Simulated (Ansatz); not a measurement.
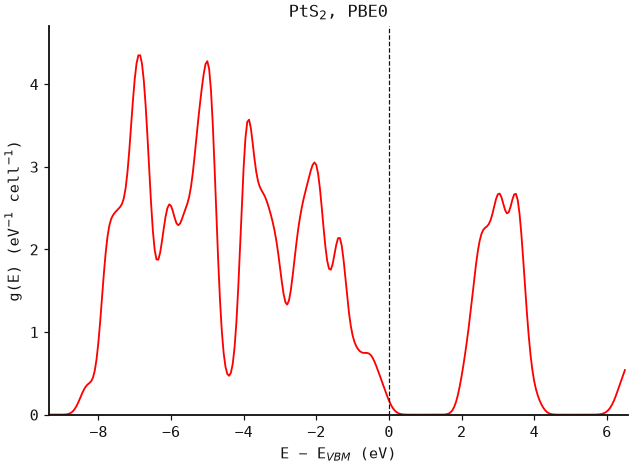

Density of states. Energies are counted from the top of the valence band. The curve is built from the levels of the k mesh with Gaussians 0.4 eV wide, which also blur the band edges.

System: PtS₂, space group P-3m1, 3 atoms in the cell.

Space group P-3m1 (No. 164). a = 3.553 Å, b = 3.553 Å, c = 5.123 Å, α = 90.00°, β = 90.00°, γ = 120.00°
```csv
atom,site,symmetry,x,y,z
Pt,1a,-3m.,0.0000,0.0000,0.0000
S,2d,3m.,0.3333,0.6667,0.2393
```

Ansatz 0.2.0; DFT, PBE0, plane waves, PAW, no spin polarisation, 6×6×4 k mesh.

Is there a gap at the Fermi level, and how wide?

Answer. There is a gap; over the k points computed it is 2.07 eV (indirect; the smallest direct gap is 2.31 eV).

How wide is the upper valence band?

Answer. The upper group of valence states starts about 8.4 eV under the valence-band top, with a gap beneath it; it holds about 18 electrons a cell.

The atoms aren't at rest in this cell (largest force 0.4 eV/Å), so the relaxed material can differ. Spin-orbit coupling is left out, which matters for Pt.
